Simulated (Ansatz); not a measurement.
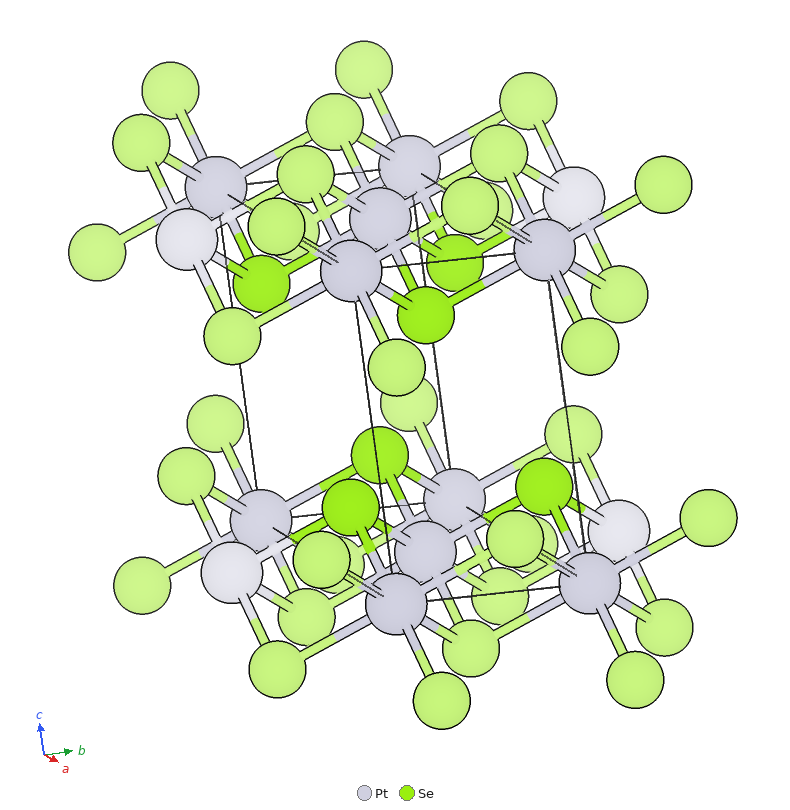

Structure drawing (ball-and-stick), viewed slightly off an axis. Thin lines show the conventional unit cell, with boundary atoms drawn in all their periodic places. Bonded atoms from the next cells complete the picture, in fainter colours.

PtSe$_{2}$, space group C2/m (No. 12), a = 6.394 Å, b = 3.822 Å, c = 6.142 Å, α = 90.00°, β = 110.30°, γ = 90.00°. The structure comes from a structure type filled with these elements by a generator (whether the compound takes this form wasn't checked). The cell was then strained or its atoms displaced on purpose. Ansatz was used for an electronic-structure calculation on it.

This one geometry was computed with Ansatz (DFT, plane waves, PAW) at three levels of theory: HSE06, r2SCAN and PBE.

Which level gives the highest pressure at this volume, and what does that say about its equilibrium volume?

Answer. Highest: PBE (1.2 GPa), which points to the largest equilibrium volume. Lowest, with the smallest volume: HSE06 (-2.7 GPa). Levels within 0.5 GPa of each other can't be told apart.

How does the band gap change with the level of theory?

Answer. PBE: a gap of 0.28 eV, indirect; r2SCAN: a gap of 0.45 eV, indirect; HSE06: a gap of 0.78 eV, indirect.

Collect the results in a table.

Answer.
| level | cutoff (eV) | k-mesh of the run's cell | gap (eV) | pressure (GPa) |
| --- | --- | --- | --- | --- |
| HSE06 | 420 | 6×6×6 | 0.78 | -2.7 |
| r2SCAN | 500 | 8×8×8 | 0.45 | -1.2 |
| PBE | 420 | 8×8×8 | 0.28 | 1.2 |

Gaps are taken on the k-mesh or band path of each run.
